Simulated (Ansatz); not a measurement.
## Geometry relaxation, with input and output: AlAs (part 2 of 2)

Continued. System: AlAs (slab, 8 atoms in the cell). Method: DFT PBEsol, scalar-relativistic, plane waves, PAW, no spin polarisation (Ansatz 0.2.0); cutoff 420 eV, 7×5×1 k-mesh, Gaussian smearing of 0.05 eV. The structure derives from an entry of the Crystallography Open Database. The input holds or restrains some coordinates. Forces given for the steps count only the free coordinates. It belongs to a series of runs on one base structure; here: clean slab, lower half held.

Geometry of the input (Å; fractional positions):
```
4.0125  0.0000  0.0000
0.0000  5.6746  0.0000
0.0000  0.0000  23.0188
Al 0.5000  0.5000  0.3693
As 0.0000  0.2500  0.3693
Al 0.0000  0.0000  0.4564
As 0.5000  0.7500  0.4564
Al 0.5000  0.5000  0.5436
As 0.0000  0.2500  0.5436
Al 0.0000  0.0000  0.6307
As 0.5000  0.7500  0.6307
```

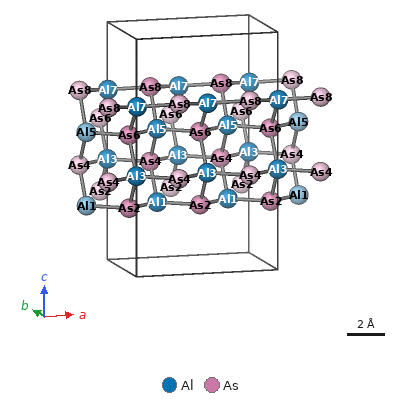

The geometry at step 2 of the log (ball-and-stick view of the 2 × 1 repeat of the cell, with the vacuum cut short, seen slightly off an axis; neighbours outside the cell are drawn fainter; atoms are numbered from 1 in the order of the input).

The program's output, continued:
```
SCF iter   1: F=—  HF=-21350.749844 eV  |F-HF|=—  |Δ(HF+E_count)|=         —  Δρ=2.17e-3  dr2=3.53e-2  ethr=3.49e-4  p=-0.034 e·Å  D=-1.19e-2 V/Å  ΔV_dip=0.27 eV  dr2_dipole=2.89e-3  V_vac-E_F(+/−)=4.67/4.39 eV  ⟨swp⟩=4.2  Hψ=1286  notcnv=0  defer=28
efield: sawtooth ramp at fractional position 0.9800 (handed on by an earlier solve), width 0.0400; the density the first Hamiltonian is built on has a dipole p = -0.034 e·Å; the dipole correction subtracts the counter field D = -1.19e-2 V/Å, which shifts the + side's vacuum level by +0.27 eV against the − side's; the planar-averaged density in the ramp window peaks in size at 8.3e-8 e/Å³
preconditioner: auto → Resta (q_TF=auto, 1.960 Å⁻¹)  ε∞=2.5  [insulator: Δε(μ)=0.965 eV  Ē_g=7.613 eV  σ=0.050 eV  W_gap=1.00  n_scr=66 (ndim 8)  ℏωp=9.2 eV  f_vac=0.591  D(μ)=0.00/eV (n_scr^D=0)  ε∞_Penn≈2.5  vacuum switching on, ρ_ref=4.2e-3 e/Å³]
SCF iter   2: F=—  HF=-21350.751596 eV  |F-HF|=—  |Δ(HF+E_count)|=   1.75e-3  Δρ=1.18e-3  dr2=2.41e-2  ethr=4.91e-5  p=-0.007 e·Å  D=-2.44e-3 V/Å  ΔV_dip=0.06 eV  dr2_dipole=9.35e-3  V_vac-E_F(+/−)=4.51/4.46 eV  ⟨swp⟩=2.5  Hψ=816  notcnv=0  defer=29
SCF iter   3: F=—  HF=-21350.752953 eV  |F-HF|=—  |Δ(HF+E_count)|=   1.36e-3  Δρ=8.30e-4  dr2=2.01e-2  ethr=3.35e-5  p=-0.048 e·Å  D=-1.67e-2 V/Å  ΔV_dip=0.38 eV  dr2_dipole=7.43e-3  V_vac-E_F(+/−)=4.75/4.37 eV  ⟨swp⟩=2.5  Hψ=678  notcnv=0  defer=29
SCF iter   4: F=—  HF=-21350.752013 eV  |F-HF|=—  |Δ(HF+E_count)|=   9.40e-4  Δρ=2.06e-4  dr2=4.38e-4  ethr=2.80e-5  p=-0.032 e·Å  D=-1.12e-2 V/Å  ΔV_dip=0.26 eV  dr2_dipole=2.57e-5  V_vac-E_F(+/−)=4.67/4.42 eV  ⟨swp⟩=2.1  Hψ=619  notcnv=0  defer=29
SCF iter   5: F=—  HF=-21350.752257 eV  |F-HF|=—  |Δ(HF+E_count)|=   2.44e-4  Δρ=6.76e-5  dr2=6.21e-5  ethr=6.09e-7  p=-0.035 e·Å  D=-1.21e-2 V/Å  ΔV_dip=0.28 eV  dr2_dipole=1.70e-6  V_vac-E_F(+/−)=4.69/4.41 eV  ⟨swp⟩=2.0  Hψ=740  notcnv=0  defer=29
SCF iter   6: F=-21350.752290 eV  HF=-21350.752287 eV  |F-HF|=2.50e-6  |Δ(HF+E_count)|=   3.07e-5  Δρ=2.88e-5  dr2=8.72e-6  ethr=3.36e-8  p=-0.036 e·Å  D=-1.24e-2 V/Å  ΔV_dip=0.28 eV  dr2_dipole=2.48e-7  V_vac-E_F(+/−)=4.70/4.42 eV  ⟨swp⟩=21.8  Hψ=5631  notcnv=0
SCF 4 converged in 6 iterations: F = -21350.752290 eV  dr2 = 8.72e-6
relax step   4: F+E_penalty+E_count = -21350.75228986 eV  Δ(F+E_penalty+E_count) = -5.526e-2 eV  max|allowed force component| = 7.086e-2 eV/Å  Δτ_max = 0.1940 Å  (6 SCF iters, dr2 threshold 2.42e-5 eV, accepted)
SCF iter   1: F=—  HF=-21350.756464 eV  |F-HF|=—  |Δ(HF+E_count)|=         —  Δρ=1.13e-3  dr2=7.17e-3  ethr=9.16e-5  p=-0.036 e·Å  D=-1.24e-2 V/Å  ΔV_dip=0.28 eV  dr2_dipole=9.70e-5  V_vac-E_F(+/−)=4.71/4.42 eV  ⟨swp⟩=3.3  Hψ=1049  notcnv=0  defer=28
efield: sawtooth ramp at fractional position 0.9800 (handed on by an earlier solve), width 0.0400; the density the first Hamiltonian is built on has a dipole p = -0.036 e·Å; the dipole correction subtracts the counter field D = -1.24e-2 V/Å, which shifts the + side's vacuum level by +0.28 eV against the − side's; the planar-averaged density in the ramp window peaks in size at 9.3e-8 e/Å³
preconditioner: auto → Resta (q_TF=auto, 1.960 Å⁻¹)  ε∞=2.4  [insulator: Δε(μ)=0.929 eV  Ē_g=7.622 eV  σ=0.050 eV  W_gap=1.00  n_scr=66 (ndim 8)  ℏωp=9.2 eV  f_vac=0.590  D(μ)=0.00/eV (n_scr^D=0)  ε∞_Penn≈2.4  vacuum switching on, ρ_ref=4.2e-3 e/Å³]
SCF iter   2: F=—  HF=-21350.755697 eV  |F-HF|=—  |Δ(HF+E_count)|=   7.67e-4  Δρ=5.86e-4  dr2=2.13e-3  ethr=9.96e-6  p=-0.031 e·Å  D=-1.06e-2 V/Å  ΔV_dip=0.24 eV  dr2_dipole=3.33e-4  V_vac-E_F(+/−)=4.67/4.43 eV  ⟨swp⟩=2.0  Hψ=680  notcnv=0  defer=28
SCF iter   3: F=—  HF=-21350.755973 eV  |F-HF|=—  |Δ(HF+E_count)|=   2.76e-4  Δρ=2.86e-4  dr2=3.07e-3  ethr=2.96e-6  p=-0.043 e·Å  D=-1.50e-2 V/Å  ΔV_dip=0.35 eV  dr2_dipole=1.25e-3  V_vac-E_F(+/−)=4.75/4.40 eV  ⟨swp⟩=2.0  Hψ=627  notcnv=0  defer=28
SCF iter   4: F=—  HF=-21350.755660 eV  |F-HF|=—  |Δ(HF+E_count)|=   3.13e-4  Δρ=7.41e-5  dr2=1.01e-4  ethr=2.96e-6  p=-0.036 e·Å  D=-1.23e-2 V/Å  ΔV_dip=0.28 eV  dr2_dipole=2.99e-5  V_vac-E_F(+/−)=4.71/4.42 eV  ⟨swp⟩=2.0  Hψ=580  notcnv=0  defer=28
SCF iter   5: F=—  HF=-21350.755667 eV  |F-HF|=—  |Δ(HF+E_count)|=   7.44e-6  Δρ=2.85e-5  dr2=1.85e-5  ethr=1.40e-7  p=-0.037 e·Å  D=-1.28e-2 V/Å  ΔV_dip=0.30 eV  dr2_dipole=1.65e-7  V_vac-E_F(+/−)=4.71/4.42 eV  ⟨swp⟩=2.0  Hψ=650  notcnv=0  defer=28
SCF iter   6: F=—  HF=-21350.755714 eV  |F-HF|=—  |Δ(HF+E_count)|=   4.66e-5  Δρ=1.13e-5  dr2=1.40e-6  ethr=2.57e-8  p=-0.037 e·Å  D=-1.29e-2 V/Å  ΔV_dip=0.30 eV  dr2_dipole=6.53e-8  V_vac-E_F(+/−)=4.72/4.42 eV  ⟨swp⟩=2.0  Hψ=678  notcnv=0  defer=28
SCF iter   7: F=—  HF=-21350.755715 eV  |F-HF|=—  |Δ(HF+E_count)|=   1.07e-6  Δρ=3.81e-6  dr2=1.49e-7  ethr=1.94e-9  p=-0.038 e·Å  D=-1.30e-2 V/Å  ΔV_dip=0.30 eV  dr2_dipole=5.47e-9  V_vac-E_F(+/−)=4.72/4.42 eV  ⟨swp⟩=2.0  Hψ=814  notcnv=0  defer=28
SCF iter   8: F=-21350.755715 eV  HF=-21350.755715 eV  |F-HF|=1.78e-8  |Δ(HF+E_count)|=   1.02e-7  Δρ=1.28e-6  dr2=1.30e-8  ethr=1.39e-10  p=-0.038 e·Å  D=-1.30e-2 V/Å  ΔV_dip=0.30 eV  dr2_dipole=1.27e-11  V_vac-E_F(+/−)=4.72/4.42 eV  ⟨swp⟩=19.4  Hψ=4342  notcnv=0
SCF 5 converged in 8 iterations: F = -21350.755715 eV  dr2 = 1.30e-8
relax step   5: F+E_penalty+E_count = -21350.75571505 eV  Δ(F+E_penalty+E_count) = -3.425e-3 eV  max|allowed force component| = 1.816e-2 eV/Å  Δτ_max = 0.0648 Å  (8 SCF iters, accepted)
WARN: The output density's exchange-correlation potential varies sharply where the density is thin. Do not read a vacuum level from v_tot or v_xc, or from such a field of the output density. On a cell that repeats whose density bears no net charge and no dipole along the vacuum's axis use v_es (v_loc + v_h of the components); under efield.dipole_correction with no amplitude use v_es + v_field, which holds any external_charges[].barrier, or the levels of the report's work_function block, which leave it out; under a non-zero efield.amplitude the vacuum is tilted and has no level; on a cell that repeats and bears such a dipole with no correction it is tilted too, and efield.dipole_correction with no amplitude gives each side of its ramp a level where efield: is served; in a cell that repeats whose density bears a net charge (total_charge, or a fill off its count) it is curved and has none; of a slab under crystal.periodic whose density bears no net charge use v_es, which has a level on each side, short of where the two are joined; of another it falls or rises all the way out and has none; of a slab beside external_charges read slab_vacuum_level instead, which it has where they leave it neutral. The grid or the basis barely resolves most such structure, and the values can differ between equally converged runs; as a rule a tighter scf.convergence.dr2_threshold does not remove it. Where the density itself ripples (under the LDA too) a higher basis.ecutwfc lessens it. The files hold the spikes' plane waves up to the density's cutoff. Files: v_tot_of_output_density and the like, and their columns of v_z.tsv (output.write_potential); v_xc_of_output_density and the like, and their columns of v_comp_z.tsv (output.write_potential_components). Measured: with its Gaussian average of σ = 0.25 Å subtracted twice, the exchange-correlation potential is over 0.1 eV at 60 of the grid points where the equally averaged density (valence and model cores) is under 1e-3 e/Å³, and 0.194 eV at the most among them, at an averaged density of 9.2e-4 e/Å³. The input density's (outcome.potential() and, of a run that writes arrays, v_tot and v_xc) is over 0.1 eV, so measured, at 60 points of its own thin density, 0.194 eV at the most. See output.write_potential in the manual, Limitations
SCF converged after 8 iterations
Free energy (F): -21350.755715 eV
Harris-Foulkes:  -21350.755715 eV  (|F-HF|=1.78e-8)
Internal energy: -21350.755715 eV  (E = F + TS)
E sigma→0 (E₀):  -21350.755715 eV
Fermi energy:    -0.624188 eV
Dipole field:    D = -0.013016 V/Å  (p = -0.037701 e·Å, saw-weighted, corrected)
Work function:   Φ+ = 4.7200 eV   Φ− = 4.4204 eV
Levels:          The Fermi level and band energies are counted from a zero that moves with the ramp; work functions are not
--- Per-component energies (eV) ---
  E_band       = -1594.131426
  E_kinetic    = 499.365991
  E_local      = -42414.636693  (includes V_loc(G=0)·N_el)
  E_nonlocal   = -2631.018502
  E_hartree    = 21235.496054
  E_xc         = -467.767089
  E_vxc        = -427.639103  (∫ρ·V_xc dr)
  E_paw        = -8991.411278  (= ΣΔE_a)
  E_vpaw       = 908.769150  (= ΣTr[D̂ρ^β])
  E_aug_tail   = 0.000021  (compensation charges beyond the density's cutoff)
  E_efield     = 0.000245  (sawtooth field / dipole correction)
  E_vefield    = 0.026898  (∫n·V_field dr)
  E_ewald      = 11415.273265
  E_core_change = 3.942271  (= ΣΔE_core)
  E_smearing   = -0.000000  (= −TS)
  E_closure    = 0.000000  (closes the sum)
  Σ components = -21350.755715   (vs F -21350.755715, Δ=0.00e0)
--- Forces (eV/Å), atoms counted from 1 ---
  atom   1  Al     0.00000000    -1.10583798     1.38280148
  atom   2  As     0.00000000     0.37792831    -1.19010885
  atom   3  Al     0.00000000     0.42372166     0.05195689
  atom   4  As     0.00000000     0.31308881    -0.23587029
  atom   5  Al     0.00000000    -0.00347531     0.00240937
  atom   6  As     0.00000000    -0.00715676    -0.01673038
  atom   7  Al     0.00000000    -0.01641768     0.01149850
  atom   8  As     0.00000000     0.01816433    -0.00596586
  max |Σ_I F_I| component: 1.54e-5 eV/Å
--- Band table (eV; the first three rows and the last of 12) ---
  k-point 0: bands = ["-35.6891", "-35.6802", "-35.6762", "-35.6627", "-35.6557", "-35.6452", "-35.6375", "-35.6328", "-35.6209", "-35.6118", "-35.3433", "-35.3304", "-35.3088", "-35.2980", "-35.2892", "-35.1821", "-35.1774", "-35.1114", "-35.0918", "-35.0767", "-12.7051", "-11.8341", "-11.0819", "-10.8276", "-6.3263", "-5.5048", "-4.6727", "-3.9327", "-3.2864", "-3.0748", "-2.9250", "-2.3087", "-1.9550", "-1.5432", "-1.2465", "-1.1784", "-0.0805", "0.5586", "1.3046", "1.7343", "2.0996", "2.5532", "3.0506", "3.4405"]
  k-point 1: bands = ["-35.6891", "-35.6802", "-35.6762", "-35.6627", "-35.6557", "-35.6452", "-35.6375", "-35.6328", "-35.6209", "-35.6118", "-35.3433", "-35.3304", "-35.3088", "-35.2980", "-35.2892", "-35.1821", "-35.1774", "-35.1114", "-35.0918", "-35.0767", "-12.5860", "-11.7796", "-11.2215", "-10.9566", "-6.1684", "-5.8142", "-4.7430", "-3.5239", "-3.4227", "-2.9500", "-2.7904", "-2.2415", "-1.9058", "-1.6404", "-1.3890", "-1.2038", "0.1729", "0.7277", "1.2883", "1.7222", "2.0097", "2.3321", "2.9070", "3.5756"]
  k-point 2: bands = ["-35.6891", "-35.6802", "-35.6762", "-35.6627", "-35.6557", "-35.6452", "-35.6375", "-35.6328", "-35.6209", "-35.6118", "-35.3433", "-35.3304", "-35.3088", "-35.2980", "-35.2892", "-35.1821", "-35.1774", "-35.1114", "-35.0918", "-35.0767", "-12.2522", "-11.8243", "-11.4723", "-11.1337", "-6.2614", "-5.7290", "-4.8747", "-4.0281", "-2.6819", "-2.5979", "-2.3802", "-2.1411", "-1.9951", "-1.7645", "-1.6536", "-1.1914", "0.0248", "1.0159", "1.3196", "1.7949", "1.9807", "2.5997", "2.9679", "3.3454"]
  k-point 11: bands = ["-35.6884", "-35.6801", "-35.6765", "-35.6631", "-35.6549", "-35.6451", "-35.6379", "-35.6326", "-35.6198", "-35.6121", "-35.3422", "-35.3308", "-35.3092", "-35.2979", "-35.2888", "-35.1812", "-35.1778", "-35.1113", "-35.0922", "-35.0762", "-11.5321", "-11.3866", "-10.8563", "-10.5621", "-6.6043", "-6.2076", "-5.9437", "-5.8335", "-4.0856", "-3.7917", "-3.3583", "-2.9601", "-2.6936", "-2.3338", "-1.8608", "-1.1942", "-0.0634", "0.8463", "1.9917", "2.3812", "2.5476", "3.1836", "3.4894", "3.6017"]
--- Relaxed structure (5 steps of the walk, 5 accepted, 0 SCFs on fresh bases) ---
  F+E_penalty+E_count = -21350.75571505 eV   max|allowed force component| = 1.816e-2 eV/Å
  atoms:
    - { symbol: Al, position: [0.5, 0.5, 0.3692630882] }
    - { symbol: As, position: [0.0, 0.25, 0.3692630882] }
    - { symbol: Al, position: [0.0, 0.0, 0.45642102940000007] }
    - { symbol: As, position: [0.5, 0.75, 0.45642102940000007] }
    - { symbol: Al, position: [0.5, 0.5024042777218557, 0.5475101099224509] }
    - { symbol: As, position: [0.0, 0.2548787278206473, 0.5438701024290687] }
    - { symbol: Al, position: [0.0, -0.07437618456383724, 0.6096586324628044] }
    - { symbol: As, position: [0.5, 0.7192183164511862, 0.6397511225191] }
```

Trajectory as extended XYZ (Å, eV, eV/Å), 5 frames, from step=1 to step=5:
```
8
Lattice="4.0125 0.0000 0.0000 0.0000 5.6746 0.0000 0.0000 0.0000 23.0188" Properties=species:S:1:pos:R:3:forces:R:3 step=1 energy=-21350.12473
Al    2.0063    2.8373    8.5000    0.0000  -0.9732   1.3359
As    0.0000    1.4186    8.5000    0.0000   0.3156  -1.0511
Al    0.0000    0.0000   10.5063    0.0000   0.1264  -0.0560
As    2.0063    4.2559   10.5063    0.0000   0.5309  -0.5780
Al    2.0063    2.8373   12.5125    0.0000   0.1265   0.0558
As    0.0000    1.4186   12.5125    0.0000   0.5310   0.5783
Al    0.0000    0.0000   14.5188    0.0000  -0.9731  -1.3359
As    2.0063    4.2559   14.5188    0.0000   0.3156   1.0512
8
Lattice="4.0125 0.0000 0.0000 0.0000 5.6746 0.0000 0.0000 0.0000 23.0188" Properties=species:S:1:pos:R:3:forces:R:3 step=2 energy=-21350.50912
Al    2.0063    2.8373    8.5000    0.0000  -1.0522   1.3637
As    0.0000    1.4186    8.5000    0.0000   0.3540  -1.1196
Al    0.0000    0.0000   10.5063    0.0000   0.3783   0.1609
As    2.0063    4.2559   10.5063    0.0000   0.5562  -0.5151
Al    2.0063    2.8828   12.5479    0.0000   0.1496   0.2475
As    0.0000    1.4773   12.5267    0.0000   0.1071   0.1984
Al    0.0000   -0.1194   14.3648    0.0000  -0.5170  -0.8702
As    2.0063    4.2180   14.6379    0.0000   0.0253   0.5350
8
Lattice="4.0125 0.0000 0.0000 0.0000 5.6746 0.0000 0.0000 0.0000 23.0188" Properties=species:S:1:pos:R:3:forces:R:3 step=3 energy=-21350.69704
Al    2.0063    2.8373    8.5000    0.0000  -1.1010   1.3717
As    0.0000    1.4186    8.5000    0.0000   0.3842  -1.1682
Al    0.0000    0.0000   10.5063    0.0000   0.4929   0.1952
As    2.0063    4.2559   10.5063    0.0000   0.4937  -0.3644
Al    2.0063    2.9125   12.5967    0.0000   0.0182   0.2013
As    0.0000    1.4984   12.5243    0.0000  -0.0012   0.0049
Al    0.0000   -0.2321   14.2058    0.0000  -0.2850  -0.3680
As    2.0063    4.1808   14.7257    0.0000  -0.0004   0.1281
8
Lattice="4.0125 0.0000 0.0000 0.0000 5.6746 0.0000 0.0000 0.0000 23.0188" Properties=species:S:1:pos:R:3:forces:R:3 step=4 energy=-21350.75229
Al    2.0063    2.8373    8.5000    0.0000  -1.1134   1.3756
As    0.0000    1.4186    8.5000    0.0000   0.3899  -1.1936
Al    0.0000    0.0000   10.5063    0.0000   0.4545   0.0768
As    2.0063    4.2559   10.5063    0.0000   0.3714  -0.2359
Al    2.0063    2.8858   12.6180    0.0000  -0.0617   0.0029
As    0.0000    1.4732   12.5096    0.0000  -0.0066   0.0319
Al    0.0000   -0.3652   14.0647    0.0000  -0.0709  -0.0425
As    2.0063    4.1195   14.7415    0.0000   0.0377  -0.0144
8
Lattice="4.0125 0.0000 0.0000 0.0000 5.6746 0.0000 0.0000 0.0000 23.0188" Properties=species:S:1:pos:R:3:forces:R:3 step=5 energy=-21350.75571
Al    2.0063    2.8373    8.5000    0.0000  -1.1058   1.3828
As    0.0000    1.4186    8.5000    0.0000   0.3779  -1.1901
Al    0.0000    0.0000   10.5063    0.0000   0.4237   0.0520
As    2.0063    4.2559   10.5063    0.0000   0.3131  -0.2359
Al    2.0063    2.8509   12.6030    0.0000  -0.0035   0.0024
As    0.0000    1.4463   12.5192    0.0000  -0.0072  -0.0167
Al    0.0000   -0.4221   14.0336    0.0000  -0.0164   0.0115
As    2.0063    4.0813   14.7263    0.0000   0.0182  -0.0060
```

Key numbers:

| quantity | value |
| --- | --- |
| outcome | converged under the restraints of the input |
| electrons treated | 72 |
| free energy | −21350.7557 eV |
| work function, top face | 4.72 eV |
| work function, bottom face | 4.42 eV |
| Fermi energy | −0.624 eV |
| gap on the k-point mesh | 0.93 eV |
| final volume | 524.13 Å³ |
| work function (upper face) | 4.72 eV |
| largest force (length of the vector) at the end, held atoms and coordinates included | 1.771 eV/Å |
| hardware | 2 threads of Arm Neoverse V2, 24 GiB of memory available, shared host |
| wall time | 76 s (CPU time 2.5 min) |
| peak memory | 0.73 GiB |

Notes:

The program warns: the exchange-correlation potential is rough where the density is thin.
